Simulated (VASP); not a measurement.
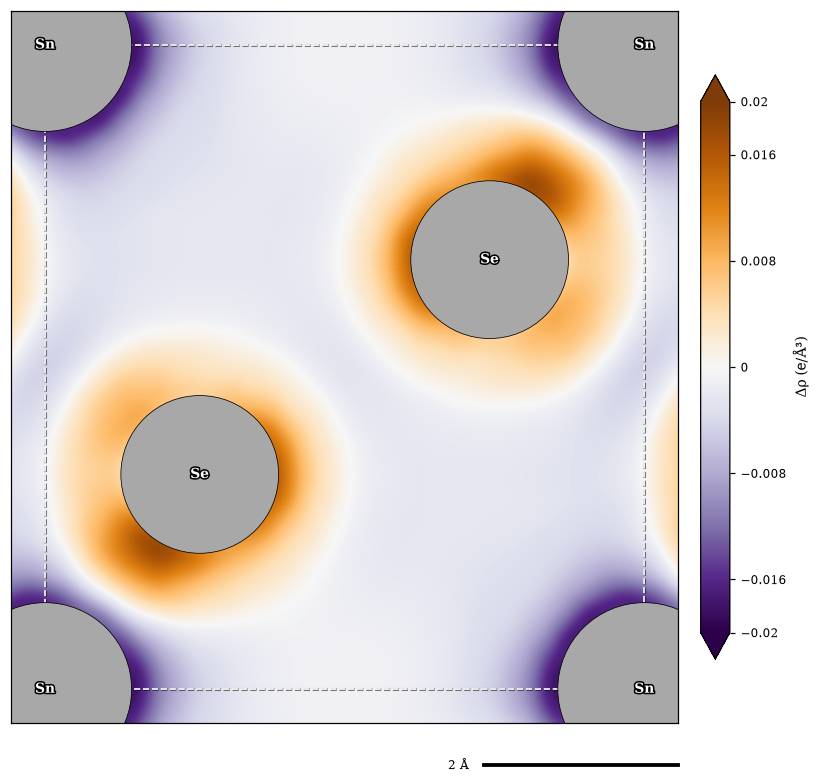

SnSe2. Difference of the valence pseudo-densities of two functionals at the same geometry, on the (110) plane of the calculation cell: r2SCAN less PBEsol.

Both computed with VASP (plane waves, PAW), on the same k-point mesh. Grey discs cover the atomic cores.

```
CELL_PARAMETERS angstrom
3.81927 0.00000 0.00000
-1.90963 3.30758 0.00000
0.00000 0.00000 6.15332
ATOMIC_POSITIONS crystal
Sn 0.00000 0.00000 0.00000
Se 0.66667 0.33333 0.74189
Se 0.33333 0.66667 0.25811
```

### What does the difference map show?

Against PBEsol, r2SCAN gives less density around Sn (−0.011 e/Å³ on average at 1.0 Å from the nucleus), more density around Se (+0.009 e/Å³ on average at 1.0 Å from the nucleus) and a change of +0.007 e/Å³ at the midpoint of Sn–Se.
